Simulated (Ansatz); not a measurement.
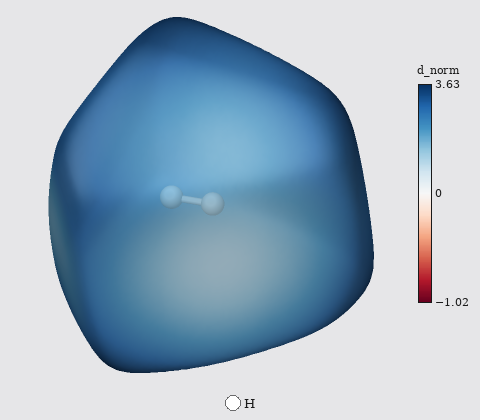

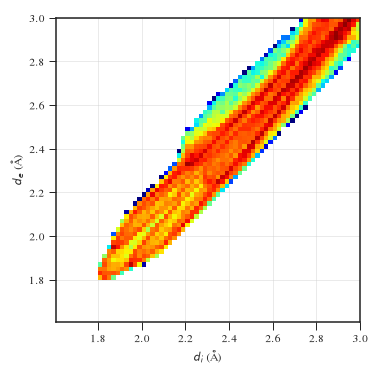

Hirshfeld surface computed for the H2 molecule in H (P2_12_12_1, No. 19), coloured by d_norm. The second picture is its fingerprint plot, coloured by area on a logarithmic scale (blue little, red much).

The surface is where the fragment's share of the procrystal density (the sum of the densities of spherically averaged neutral Hartree-Fock atoms) equals one half. d_i and d_e are the distances from the surface to the nearest nucleus inside and outside; d_norm adds both, each measured against its van der Waals radius (Alvarez: H 1.20 Å), so red marks contacts shorter than the sum of radii, white equal and blue longer. X–H bonds are as in the structure, not normalised.

The cell is taken from the geometry relaxed with DFT PBEsol, scalar-relativistic, plane waves, PAW (Ansatz).

```
H
1.0
     6.91540    0.00000    0.00000
     0.00000    6.98903    0.00000
     0.00000    0.00000    7.17603
H
8
Direct
  0.42386 0.70581 0.56331
  0.92386 0.79419 0.43669
  0.57614 0.20581 0.93669
  0.07614 0.29419 0.06331
  0.57566 0.13105 0.86006
  0.07566 0.36895 0.13994
  0.42434 0.63105 0.63994
  0.92434 0.86895 0.36006
```

Which contact with the surroundings is the closest relative to the atoms' sizes?

Answer. H···H at 3.63 Å, 151 % of the sum of the van der Waals radii.

How is the surface shared among contacts (both directions of a pair summed)?

Answer. H···H 100 %.

Give the size and shape of the surface.

Answer. It encloses about 82 Å³, has an area of about 103 Å² and a globularity of 0.89 (1 for a sphere).

Where does the fingerprint reach closest to the origin?

Answer. The smallest d_i + d_e is about 3.6 Å, which belongs to the shortest contact, H···H at 3.63 Å; d_e runs from 1.81 to 3.57 Å.
